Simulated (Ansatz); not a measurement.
Run report: AlGa₃N₄, molecular dynamics (part 2 of 3)

The same run, continued: AlGa₃N₄ (disordered cell, 16 atoms in the cell); DFT PBEsol, scalar-relativistic, plane waves, PAW, no spin polarisation (Ansatz 0.2.0); cutoff 320 eV, 1×1×1 k-mesh, Fermi–Dirac smearing of 0.3275 eV. It belongs to a series of runs on one base structure; here: Langevin dynamics at 3800 K from a random packing.

Geometry of the input (Å; fractional positions):
```
5.8443  0.0295  0.0072
0.0295  5.8328  0.1297
0.0072  0.1297  5.8622
Al 0.6221  0.4196  0.5572
Al 0.2867  0.0118  0.2681
Ga 0.1232  0.2809  0.9070
Ga 0.6866  0.0177  0.8918
Ga 0.2561  0.7625  0.8066
Ga 0.9407  0.6525  0.1040
Ga 0.4816  0.5778  0.1543
Ga 0.1318  0.4209  0.4481
N  0.7158  0.2829  0.0759
N  0.3283  0.0992  0.7022
N  0.7000  0.7750  0.2819
N  0.9090  0.6461  0.7823
N  0.0018  0.9925  0.9705
N  0.7988  0.0851  0.5392
N  0.2403  0.7529  0.4905
N  0.4087  0.4873  0.8572
```

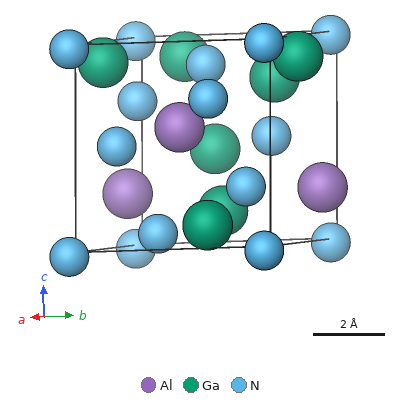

*The geometry at step 6 of the log (spheres-only view of the cell of the calculation, seen at an oblique angle).*

## File md.tsv
```
# step	time_fs	lagrangian_ev	e_kin_ev	conserved_ev	temperature_k	n_scf	instantaneous_pressure_gpa	pulay_correction_pressure_gpa	volume_ang3	basis_selection	selection_volumetric_strain	selection_max_deviatoric_strain	pulay_correction_read	pulay_correction_kernel_widenings	a_ang	b_ang	c_ang	alpha_deg	beta_deg	gamma_deg	quantum_kinetic_energy_ev	gyration_radius_ang	target_temperature_k	e_deformation_potential
0	0.000000	-2.6521485507e4	7.3678199391e0	nan	3562.5000	8	8.9604065004e-1	8.3622584578e0	nan	nan	nan	nan	nan	nan	nan	nan	nan	nan	nan	nan	nan	nan	nan	0.0000000000e0
1	2.000000	-2.6521319805e4	7.2953541124e0	nan	3527.4612	6	1.1474970794e0	8.3805840834e0	nan	nan	nan	nan	nan	nan	nan	nan	nan	nan	nan	nan	nan	nan	nan	0.0000000000e0
2	4.000000	-2.6521056132e4	6.7106387757e0	nan	3244.7387	6	1.6695623007e0	8.4067019742e0	nan	nan	nan	nan	nan	nan	nan	nan	nan	nan	nan	nan	nan	nan	nan	0.0000000000e0
3	6.000000	-2.6520837785e4	6.0988861041e0	nan	2948.9431	6	2.2963865376e0	8.4170083575e0	nan	nan	nan	nan	nan	nan	nan	nan	nan	nan	nan	nan	nan	nan	nan	0.0000000000e0
4	8.000000	-2.6520838398e4	5.9367296139e0	nan	2870.5369	6	2.7858712724e0	8.4192931159e0	nan	nan	nan	nan	nan	nan	nan	nan	nan	nan	nan	nan	nan	nan	nan	0.0000000000e0
5	10.000000	-2.6520979233e4	6.8793307162e0	nan	3326.3049	5	3.6207932049e0	8.4271890047e0	nan	nan	nan	nan	nan	nan	nan	nan	nan	nan	nan	nan	nan	nan	nan	0.0000000000e0
6	12.000000	-2.6521183576e4	7.5415650797e0	nan	3646.5095	5	4.2645577375e0	8.4231759855e0	nan	nan	nan	nan	nan	nan	nan	nan	nan	nan	nan	nan	nan	nan	nan	0.0000000000e0
7	14.000000	-2.6521261016e4	8.1960826122e0	nan	3962.9829	5	5.1687715800e0	8.4251837272e0	nan	nan	nan	nan	nan	nan	nan	nan	nan	nan	nan	nan	nan	nan	nan	0.0000000000e0
8	16.000000	-2.6521194306e4	8.1229272161e0	nan	3927.6107	6	5.6715789953e0	8.4521178582e0	nan	nan	nan	nan	nan	nan	nan	nan	nan	nan	nan	nan	nan	nan	nan	0.0000000000e0
9	18.000000	-2.6521227353e4	7.9469970238e0	nan	3842.5446	6	5.6879145391e0	8.5063178588e0	nan	nan	nan	nan	nan	nan	nan	nan	nan	nan	nan	nan	nan	nan	nan	0.0000000000e0
10	20.000000	-2.6521478995e4	7.0632293901e0	nan	3415.2239	6	4.8672575294e0	8.5535665152e0	nan	nan	nan	nan	nan	nan	nan	nan	nan	nan	nan	nan	nan	nan	nan	0.0000000000e0
11	22.000000	-2.6521900290e4	7.5498905877e0	nan	3650.5351	6	4.3693905348e0	8.5661329585e0	nan	nan	nan	nan	nan	nan	nan	nan	nan	nan	nan	nan	nan	nan	nan	0.0000000000e0
12	24.000000	-2.6522410101e4	8.9932194669e0	nan	4348.4158	6	4.0499919640e0	8.5676646379e0	nan	nan	nan	nan	nan	nan	nan	nan	nan	nan	nan	nan	nan	nan	nan	0.0000000000e0
13	26.000000	-2.6522914775e4	8.7256058732e0	nan	4219.0188	6	2.7966476600e0	8.6020842404e0	nan	nan	nan	nan	nan	nan	nan	nan	nan	nan	nan	nan	nan	nan	nan	0.0000000000e0
14	28.000000	-2.6523398007e4	8.8413086739e0	nan	4274.9636	5	1.9038424233e0	8.6264905387e0	nan	nan	nan	nan	nan	nan	nan	nan	nan	nan	nan	nan	nan	nan	nan	0.0000000000e0
15	30.000000	-2.6523876349e4	9.5218345200e0	nan	4604.0126	5	1.4938483122e0	8.6015027351e0	nan	nan	nan	nan	nan	nan	nan	nan	nan	nan	nan	nan	nan	nan	nan	0.0000000000e0
16	32.000000	-2.6524263609e4	8.7883132345e0	nan	4249.3392	6	6.7554141126e-1	8.5375915525e0	nan	nan	nan	nan	nan	nan	nan	nan	nan	nan	nan	nan	nan	nan	nan	0.0000000000e0
17	34.000000	-2.6524610918e4	9.2092091791e0	nan	4452.8515	5	9.0755993898e-1	8.4666851313e0	nan	nan	nan	nan	nan	nan	nan	nan	nan	nan	nan	nan	nan	nan	nan	0.0000000000e0
18	36.000000	-2.6525044381e4	9.5590412233e0	nan	4622.0028	6	1.7888306788e0	8.4536662829e0	nan	nan	nan	nan	nan	nan	nan	nan	nan	nan	nan	nan	nan	nan	nan	0.0000000000e0
19	38.000000	-2.6525463562e4	1.1282392642e1	nan	5455.2804	6	4.5411121971e0	8.5722759844e0	nan	nan	nan	nan	nan	nan	nan	nan	nan	nan	nan	nan	nan	nan	nan	0.0000000000e0
20	40.000000	-2.6525636201e4	1.3145198468e1	nan	6355.9872	7	8.7914107697e0	8.7475688039e0	nan	nan	nan	nan	nan	nan	nan	nan	nan	nan	nan	nan	nan	nan	nan	0.0000000000e0
21	42.000000	-2.6525219192e4	1.2124745256e1	nan	5862.5761	6	1.2884300398e1	8.8329385452e0	nan	nan	nan	nan	nan	nan	nan	nan	nan	nan	nan	nan	nan	nan	nan	0.0000000000e0
22	44.000000	-2.6524536063e4	1.1377697522e1	nan	5501.3624	7	1.6212275425e1	8.8476844650e0	nan	nan	nan	nan	nan	nan	nan	nan	nan	nan	nan	nan	nan	nan	nan	0.0000000000e0
23	46.000000	-2.6524487045e4	1.1909288049e1	nan	5758.3979	7	1.6977031869e1	8.8868760756e0	nan	nan	nan	nan	nan	nan	nan	nan	nan	nan	nan	nan	nan	nan	nan	0.0000000000e0
24	48.000000	-2.6524693618e4	1.0588317418e1	nan	5119.6801	7	1.5094619823e1	8.9280871860e0	nan	nan	nan	nan	nan	nan	nan	nan	nan	nan	nan	nan	nan	nan	nan	0.0000000000e0
```

## Trajectory as extended XYZ (Å, eV, eV/Å), 25 frames, from step=0 to step=24
```
16
Lattice="5.8443 0.0295 0.0072 0.0295 5.8328 0.1297 0.0072 0.1297 5.8622" Properties=species:S:1:pos:R:3:forces:R:3 step=0 time_fs=0.0 energy=-26521.48551 temperature=3562.5 pressure_GPa=0.90
Al    3.6520    2.5381    3.3253    1.0920  -0.6147   1.3540
Al    1.6781    0.1123    1.5754   -0.2939  -0.6653   1.7548
Ga    0.7350    1.7600    5.3541    0.7864   1.0375  -1.0788
Ga    4.0199    0.2393    5.2354   -1.0796   0.6053  -1.4971
Ga    1.5248    4.5597    4.8289   -1.9818   3.4421  -1.5226
Ga    5.5174    3.8473    0.7012   -0.9057   0.0432   1.1785
Ga    2.8329    3.4046    0.9829    0.8142  -1.6756   0.8638
Ga    0.7861    2.5171    2.6822   -0.7689  -0.2276   0.4868
N     4.1920    1.6813    0.4868    0.0586   1.2872   0.9554
N     1.9266    0.6791    4.1315    0.8746   0.0862  -0.3817
N     4.1160    4.5775    1.7582   -1.1807  -0.6794   0.7907
N     5.3373    3.8967    4.6761    0.8073  -1.2164  -1.5975
N     0.0469    5.9151    5.8182    2.3372  -1.5180   3.1359
N     4.6748    0.5899    3.1779   -0.6923   2.5688  -0.1277
N     1.4303    4.4622    2.9745   -0.2744  -0.8760  -3.8449
N     2.4090    2.9656    5.0910    0.4075  -1.5972  -0.4700
16
Lattice="5.8443 0.0295 0.0072 0.0295 5.8328 0.1297 0.0072 0.1297 5.8622" Properties=species:S:1:pos:R:3:forces:R:3 step=1 time_fs=2.0 energy=-26521.31980 temperature=3527.5 pressure_GPa=1.15
Al    3.6337    2.5012    3.3491    1.0321  -0.5912   1.2581
Al    1.6696    0.1248    1.5552   -0.3243  -1.0246   2.0627
Ga    0.7354    1.7364    5.3556    0.7597   1.6856  -1.1731
Ga    4.0278    0.2502    5.2414   -0.7549   0.5297  -1.2695
Ga    1.5484    4.5656    4.8088   -1.7214   3.3772   0.2231
Ga    5.5328    3.8605    0.7051   -1.0280  -0.0225   0.5853
Ga    2.8236    3.4112    0.9909    1.0217  -1.5348   0.9282
Ga    0.7875    2.5147    2.6819   -0.8124  -0.2131   0.4715
N     4.1587    1.7312    0.4649    0.1406   1.0378   0.8871
N     1.9084    0.6636    4.1373    1.2947   0.2678  -0.6008
N     4.1255    4.5961    1.7731   -1.3276  -0.7243   0.5263
N     5.3250    3.8966    4.6219    0.5681  -1.2516  -0.8259
N     0.0904    5.9070    5.8190    1.6325  -1.8903   3.1038
N     4.6435    0.5998    3.1376   -0.5998   2.4901   0.0535
N     1.4101    4.4441    3.0415   -0.3902  -0.7439  -5.8015
N     2.3629    2.9313    5.1076    0.5096  -1.3927  -0.4289
16
Lattice="5.8443 0.0295 0.0072 0.0295 5.8328 0.1297 0.0072 0.1297 5.8622" Properties=species:S:1:pos:R:3:forces:R:3 step=2 time_fs=4.0 energy=-26521.05613 temperature=3244.7 pressure_GPa=1.67
Al    3.6177    2.4695    3.3694    0.9766  -0.5119   1.1966
Al    1.6659    0.1372    1.5304   -0.3091  -1.2601   2.2745
Ga    0.7435    1.7130    5.3525    0.4661   2.0892  -1.1689
Ga    4.0348    0.2619    5.2463   -0.5301   0.4492  -1.1113
Ga    1.5706    4.5770    4.7898   -1.2525   3.2040   2.3222
Ga    5.5485    3.8729    0.7096   -1.0967  -0.1427   0.1392
Ga    2.8180    3.4102    0.9978    1.1060  -1.4526   0.8335
Ga    0.7895    2.5131    2.6872   -0.8626  -0.1846   0.4230
N     4.1416    1.7751    0.4415    0.2111   0.8615   0.8072
N     1.8924    0.6466    4.1498    1.6948   0.3733  -0.8565
N     4.1319    4.6051    1.7803   -1.4648  -0.7493   0.2916
N     5.3112    3.8910    4.5607    0.3822  -1.3076  -0.2176
N     0.1276    5.8917    5.8269    1.0565  -2.0436   3.0321
N     4.6004    0.6301    3.1042   -0.4869   2.3913   0.2660
N     1.3869    4.4315    3.0963   -0.6521  -0.8196  -7.8910
N     2.3098    2.8943    5.1172    0.7618  -0.8965  -0.3408
16
Lattice="5.8443 0.0295 0.0072 0.0295 5.8328 0.1297 0.0072 0.1297 5.8622" Properties=species:S:1:pos:R:3:forces:R:3 step=3 time_fs=6.0 energy=-26520.83778 temperature=2948.9 pressure_GPa=2.30
Al    3.6024    2.4462    3.3856    0.9075  -0.3170   1.1728
Al    1.6658    0.1468    1.5152   -0.2730  -1.3714   2.4006
Ga    0.7565    1.6950    5.3437   -0.0363   1.9938  -1.0804
Ga    4.0443    0.2807    5.2507   -0.4117   0.3248  -1.0055
Ga    1.5895    4.5869    4.7734   -0.8005   3.1166   4.0421
Ga    5.5621    3.8839    0.7142   -1.1203  -0.3062  -0.2073
Ga    2.8154    3.4090    1.0038    1.1420  -1.4352   0.6375
Ga    0.7939    2.5158    2.6908   -0.9489  -0.1813   0.3807
N     4.1315    1.8070    0.4300    0.2498   0.8097   0.7471
N     1.8873    0.6319    4.1488    1.9780   0.4709  -1.0567
N     4.1413    4.6035    1.7819   -1.5838  -0.7450   0.1002
N     5.2941    3.8876    4.4895    0.2670  -1.3864   0.2255
N     0.1597    5.8715    5.8388    0.7285  -1.8857   2.8554
N     4.5459    0.6725    3.0682   -0.3264   2.1694   0.4975
N     1.3691    4.4187    3.1291   -0.9858  -0.9695  -9.4924
N     2.2538    2.8640    5.1219    1.2145  -0.2869  -0.2179
16
Lattice="5.8443 0.0295 0.0072 0.0295 5.8328 0.1297 0.0072 0.1297 5.8622" Properties=species:S:1:pos:R:3:forces:R:3 step=4 time_fs=8.0 energy=-26520.83840 temperature=2870.5 pressure_GPa=2.79
Al    3.5869    2.4331    3.3943    0.7922  -0.0800   1.2097
Al    1.6662    0.1517    1.5069   -0.2451  -1.4123   2.4789
Ga    0.7674    1.6820    5.3337   -0.6562   1.5643  -1.0082
Ga    4.0576    0.3082    5.2575   -0.3963   0.1794  -0.9166
Ga    1.6038    4.5981    4.7635   -0.4837   2.9317   4.5002
Ga    5.5767    3.8918    0.7201   -1.1424  -0.4443  -0.4350
Ga    2.8178    3.4112    1.0101    1.1004  -1.4384   0.3618
Ga    0.7999    2.5209    2.6932   -1.0630  -0.2550   0.3634
N     4.1251    1.8399    0.4269    0.2984   0.8054   0.6982
N     1.9043    0.6293    4.1358    2.1100   0.4333  -1.2010
N     4.1518    4.5981    1.7758   -1.6107  -0.6610  -0.0223
N     5.2854    3.8896    4.4175    0.1895  -1.4607   0.4980
N     0.1874    5.8590    5.8538    0.5568  -1.6764   2.6338
N     4.4869    0.7164    3.0282   -0.1401   1.8118   0.6678
N     1.3501    4.4032    3.1334   -1.1361  -1.0175  -9.6706
N     2.2013    2.8277    5.1267    1.8271   0.7209  -0.1589
16
Lattice="5.8443 0.0295 0.0072 0.0295 5.8328 0.1297 0.0072 0.1297 5.8622" Properties=species:S:1:pos:R:3:forces:R:3 step=5 time_fs=10.0 energy=-26520.97923 temperature=3326.3 pressure_GPa=3.62
Al    3.5760    2.4289    3.4051    0.6405   0.2257   1.3124
Al    1.6580    0.1580    1.4964   -0.2084  -1.4553   2.5456
Ga    0.7754    1.6707    5.3241   -1.4822   0.8650  -0.9237
Ga    4.0723    0.3366    5.2731   -0.4940   0.0643  -0.8140
Ga    1.6131    4.6115    4.7555   -0.3251   2.5458   3.9913
Ga    5.5951    3.8981    0.7282   -1.2247  -0.5524  -0.5081
Ga    2.8234    3.4110    1.0195    0.9524  -1.4331   0.0043
Ga    0.8082    2.5222    2.7003   -1.2015  -0.3871   0.3519
N     4.1200    1.8737    0.4331    0.3870   0.8032   0.6205
N     1.9429    0.6339    4.1283    2.1858   0.2359  -1.2844
N     4.1525    4.5876    1.7682   -1.4720  -0.5270  -0.1249
N     5.2865    3.8935    4.3483    0.1002  -1.5329   0.6343
N     0.2054    5.8499    5.8656    0.4662  -1.4347   2.4017
N     4.4276    0.7636    2.9850    0.0838   1.3311   0.7212
N     1.3261    4.3927    3.1150   -1.0541  -0.8706  -8.7433
N     2.1561    2.7847    5.1296    2.6454   2.1216  -0.1847
16
Lattice="5.8443 0.0295 0.0072 0.0295 5.8328 0.1297 0.0072 0.1297 5.8622" Properties=species:S:1:pos:R:3:forces:R:3 step=6 time_fs=12.0 energy=-26521.18358 temperature=3646.5 pressure_GPa=4.26
Al    3.5679    2.4251    3.4269    0.4449   0.6524   1.4813
Al    1.6421    0.1686    1.4945   -0.1378  -1.4979   2.6042
Ga    0.7795    1.6608    5.3189   -2.4068   0.0401  -0.8894
Ga    4.0847    0.3631    5.2940   -0.6042  -0.0729  -0.6616
Ga    1.6211    4.6235    4.7475   -0.3226   2.1107   2.8036
Ga    5.6155    3.9104    0.7366   -1.3598  -0.6697  -0.4812
Ga    2.8302    3.4107    1.0333    0.7234  -1.4460  -0.3567
Ga    0.8179    2.5214    2.7081   -1.3803  -0.6423   0.3438
N     4.1089    1.9019    0.4503    0.5327   0.7291   0.4971
N     1.9908    0.6390    4.1170    2.1891   0.0688  -1.3163
N     4.1464    4.5699    1.7593   -1.1753  -0.2823  -0.1592
N     5.2957    3.8937    4.2932   -0.0278  -1.5719   0.6916
N     0.2275    5.8392    5.8756    0.3433  -1.1704   2.1787
N     4.3654    0.8132    2.9313    0.3450   0.7044   0.6398
N     1.2929    4.3763    3.0776   -0.7700  -0.5201  -7.1115
N     2.1174    2.7441    5.1380    3.6062   3.5676  -0.2643
16
Lattice="5.8443 0.0295 0.0072 0.0295 5.8328 0.1297 0.0072 0.1297 5.8622" Properties=species:S:1:pos:R:3:forces:R:3 step=7 time_fs=14.0 energy=-26521.26102 temperature=3963.0 pressure_GPa=5.17
Al    3.5571    2.4204    3.4507    0.1565   1.2790   1.7959
Al    1.6226    0.1731    1.4988   -0.0371  -1.4762   2.6481
Ga    0.7804    1.6545    5.3167   -3.5398  -1.0148  -0.8550
Ga    4.0941    0.3866    5.3146   -0.7076  -0.1824  -0.4396
Ga    1.6299    4.6328    4.7439   -0.4036   1.7626   1.4072
Ga    5.6335    3.9290    0.7430   -1.5255  -0.8768  -0.4050
Ga    2.8379    3.4148    1.0524    0.4803  -1.4180  -0.6202
Ga    0.8236    2.5201    2.7158   -1.6004  -1.1364   0.3076
N     4.0949    1.9348    0.4695    0.7633   0.5093   0.3451
N     2.0368    0.6514    4.1007    2.0916  -0.1145  -1.3250
N     4.1467    4.5570    1.7512   -0.8727   0.0306  -0.1284
N     5.3086    3.8968    4.2468   -0.1551  -1.5838   0.7509
N     0.2494    5.8263    5.8917    0.3130  -0.7240   1.8899
N     4.2954    0.8731    2.8671    0.6595  -0.1637   0.3221
N     1.2545    4.3456    3.0325   -0.3298   0.0993  -5.3224
N     2.0826    2.7094    5.1657    4.7081   5.0102  -0.3707
16
Lattice="5.8443 0.0295 0.0072 0.0295 5.8328 0.1297 0.0072 0.1297 5.8622" Properties=species:S:1:pos:R:3:forces:R:3 step=8 time_fs=16.0 energy=-26521.19431 temperature=3927.6 pressure_GPa=5.67
Al    3.5416    2.4289    3.4720    0.0657   1.5621   2.0907
Al    1.6045    0.1689    1.5022    0.0790  -1.3654   2.6757
Ga    0.7778    1.6508    5.3147   -4.5298  -2.0515  -0.8478
Ga    4.1014    0.4060    5.3313   -0.8306  -0.1364  -0.1493
Ga    1.6406    4.6437    4.7448   -0.4867   1.4670   0.2500
Ga    5.6500    3.9467    0.7451   -1.7498  -1.1871  -0.2381
Ga    2.8494    3.4215    1.0714    0.1437  -1.3237  -0.7989
Ga    0.8251    2.5167    2.7264   -1.8527  -2.0516   0.1836
N     4.0881    1.9812    0.4940    1.1090   0.0659   0.1626
N     2.0896    0.6654    4.0881    1.9107  -0.3327  -1.2444
N     4.1501    4.5531    1.7462   -0.5774   0.3599  -0.0698
N     5.3182    3.9094    4.1913   -0.2765  -1.5903   0.8604
N     0.2576    5.8115    5.9120    0.4527  -0.0616   1.4621
N     4.2319    0.9287    2.7928    0.7599  -0.6747  -0.0970
N     1.2120    4.3002    2.9905    0.1636   1.1661  -3.8021
N     2.0580    2.6834    5.2002    5.6202   6.1535  -0.4381
16
Lattice="5.8443 0.0295 0.0072 0.0295 5.8328 0.1297 0.0072 0.1297 5.8622" Properties=species:S:1:pos:R:3:forces:R:3 step=9 time_fs=18.0 energy=-26521.22735 temperature=3842.5 pressure_GPa=5.69
Al    3.5245    2.4486    3.4900    0.2706   1.2214   2.1427
Al    1.5882    0.1580    1.5050    0.2256  -1.2121   2.7242
Ga    0.7724    1.6460    5.3209   -4.3930  -1.9660  -1.0103
Ga    4.1069    0.4209    5.3461   -0.9496   0.0059   0.1270
Ga    1.6571    4.6554    4.7475   -0.5640   1.2260  -0.5911
Ga    5.6664    3.9653    0.7413   -2.0360  -1.4567   0.0126
Ga    2.8671    3.4303    1.0858   -0.4467  -1.3547  -1.0009
Ga    0.8250    2.5080    2.7354   -2.0611  -3.2937   0.0252
N     4.0979    2.0321    0.5260    1.5234  -0.5217   0.0524
N     2.1478    0.6744    4.0687    1.6798  -0.4702  -1.0504
N     4.1424    4.5525    1.7448   -0.0723   0.7900   0.0008
N     5.3221    3.9200    4.1341   -0.3869  -1.5170   1.0107
N     0.2616    5.8120    5.9276    0.4732   0.1489   1.1251
N     4.1865    0.9702    2.7096    0.5616  -0.4470  -0.3807
N     1.1671    4.2502    2.9537    0.5644   2.5781  -2.7083
N     2.0501    2.6801    5.2233    5.6121   6.2686  -0.4795
16
Lattice="5.8443 0.0295 0.0072 0.0295 5.8328 0.1297 0.0072 0.1297 5.8622" Properties=species:S:1:pos:R:3:forces:R:3 step=10 time_fs=20.0 energy=-26521.47900 temperature=3415.2 pressure_GPa=4.87
Al    3.5123    2.4677    3.5051    0.4919   0.7955   2.1006
Al    1.5740    0.1418    1.5103    0.3856  -1.0628   2.7858
Ga    0.7675    1.6390    5.3334   -3.0971  -0.6661  -1.3444
Ga    4.1124    0.4364    5.3620   -1.0610   0.1029   0.3404
Ga    1.6729    4.6656    4.7520   -0.6081   1.1035  -1.1615
Ga    5.6835    3.9819    0.7339   -2.3588  -1.5971   0.2724
Ga    2.8875    3.4384    1.0969   -1.1216  -1.5000  -1.2064
Ga    0.8248    2.4916    2.7399   -2.1465  -4.2864  -0.0581
N     4.1196    2.0760    0.5607    1.9101  -1.1012   0.1714
N     2.2030    0.6830    4.0418    1.4101  -0.5373  -0.7671
N     4.1237    4.5600    1.7482    0.5211   1.2456   0.0199
N     5.3176    3.9220    4.0925   -0.4748  -1.3723   1.1522
N     0.2613    5.8318    5.9447    0.3547  -0.2220   0.9776
N     4.1599    1.0114    2.6260    0.3855   0.0222  -0.6996
N     1.1280    4.2103    2.9243    0.7732   3.7080  -2.0834
N     2.0581    2.7054    5.2413    4.6371   5.3671  -0.5000
16
Lattice="5.8443 0.0295 0.0072 0.0295 5.8328 0.1297 0.0072 0.1297 5.8622" Properties=species:S:1:pos:R:3:forces:R:3 step=11 time_fs=22.0 energy=-26521.90029 temperature=3650.5 pressure_GPa=4.37
Al    3.5068    2.4908    3.5212    0.7370   0.4040   1.9699
Al    1.5615    0.1310    1.5300    0.5098  -0.9548   2.7340
Ga    0.7655    1.6302    5.3445   -1.4523   0.9833  -1.6992
Ga    4.1160    0.4520    5.3791   -1.1574   0.1645   0.5007
Ga    1.6881    4.6744    4.7531   -0.6466   1.0738  -1.4886
Ga    5.7002    3.9956    0.7273   -2.5879  -1.6850   0.4869
Ga    2.9042    3.4433    1.1076   -1.5718  -1.5862  -1.3153
Ga    0.8305    2.4658    2.7416   -2.0886  -4.6990  -0.0638
N     4.1494    2.1084    0.6026    2.1843  -1.6243   0.5195
N     2.2500    0.6882    4.0177    1.1429  -0.5808  -0.4600
N     4.1050    4.5799    1.7517    0.8591   1.5735  -0.0471
N     5.3076    3.9251    4.0629   -0.5436  -1.2269   1.2347
N     0.2480    5.8555    5.9614    0.2765  -0.7216   0.9561
N     4.1428    1.0526    2.5491    0.2473   0.5858  -1.0698
N     1.0916    4.1821    2.9022    0.7423   4.2195  -1.7361
N     2.0787    2.7480    5.2602    3.3498   4.0734  -0.5216
```
